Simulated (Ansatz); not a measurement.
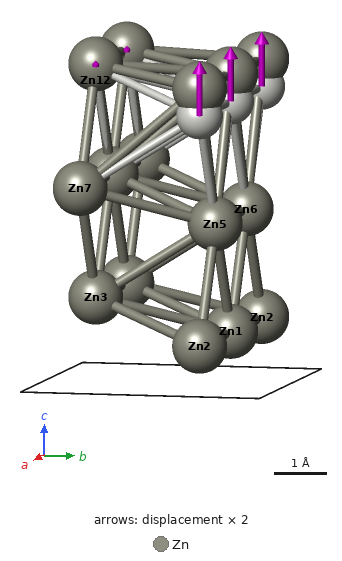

This is a constrained relaxation of a slab of composition Zn (cut from the P6_3/mmc phase). The starting structure is drawn faded, the final one solid; purple arrows show the displacements, magnified 2 times.

The picture is a ball-and-stick view of the cell of the calculation, outlined in the plane, without the vacuum, seen slightly off an axis.

Case: clean slab, lower planes held. The slab is the (1 0 0) face of Zn. 6 atoms are held fixed.

Theory: DFT PBE+D3(BJ), scalar-relativistic, plane waves, PAW in Ansatz 0.2.0. Settings: plane-wave cutoff 420 eV; k-point mesh 4 × 4 × 1; occupations gaussian; smearing width 0.1 eV; no spin polarisation; dipole correction; atoms relaxed in a fixed cell; force threshold 0.03 eV/Å; at most 70 steps.

Question: What did the optimiser do to the structure, and how much energy did it gain?

Answer: The largest moves, 0.54 Å, are those of Zn atoms. The lattice vectors keep their values. Near-neighbour distances that change, for instance: Zn–Zn 2.618 → 3.097 Å, Zn–Zn 2.838 → 3.146 Å, Zn–Zn 2.838 → 2.749 Å, Zn–Zn 2.618 → 2.654 Å. Bond angles that change, for instance: Zn–Zn–Zn 149.1° → 168.4°, Zn–Zn–Zn 115.6° → 121.8°. Over 4 accepted moves (5 points after the start) the energy falls by 0.340 eV per cell of the calculation. The largest force component goes from 0.79 to 0.0083 eV/Å. 1 step only repeated the SCF at the same geometry.
